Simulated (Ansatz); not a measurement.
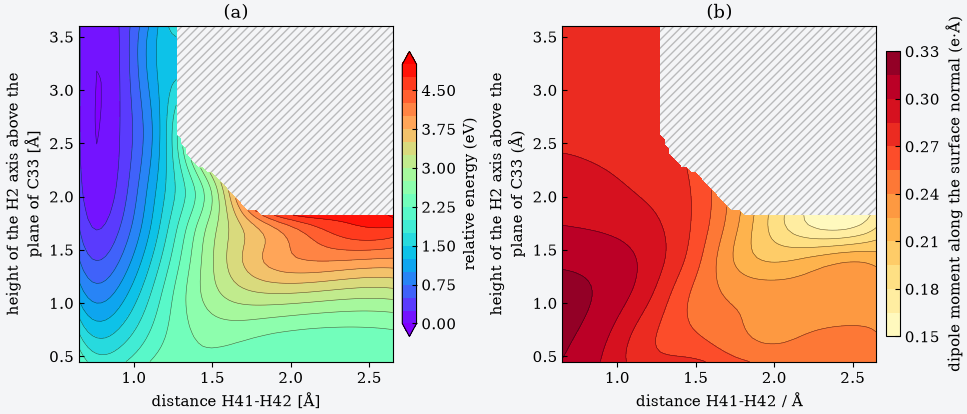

H₂ on a C(110) slab cut from the R-3m phase, its upper half relaxed before the scan (40 atoms of substrate and one adsorbate in a 2 × 2 cell). H2 lies flat over one site of a rigid substrate while its bond length and height are varied; it sits over a hollow site, heights counted from the top plane, its axis along the second surface vector. The first coordinate is: distance H41-H42; the second: height of the H2 axis above the plane of C33. The scan uses an 8 × 9 grid. At 15 points there is no value (left out: too close to the surface, or the stretched molecule far from it). Points are written as (first, second). Energies: eV, counted from the lowest grid point. The calculation used DFT LDA, scalar-relativistic, plane waves, PAW in Ansatz 0.2.0. Settings: cutoff 420 eV, k-mesh 4×4×1, gaussian smearing 0.05 eV, no spin polarisation.

Panel (a) is the energy and panel (b) the computed dipole moment along the surface normal on the same grid.

The picture shows filled contours, one colour for all values above the top of the scale, hatched blanks where no value was computed. Between grid points the surface is interpolated.

How does the dipole moment along the surface normal vary over the map, and what is it at the lowest grid point?

Leaving out the highest fifth of the energies, it runs from 0.24 e·Å at (2.235 Å, 0.77 Å) to 0.32 e·Å at (0.650 Å, 1.09 Å). At the lowest grid point, (0.750 Å, 2.60 Å), it is 0.28 e·Å.

PAW datasets: the set soft_1.
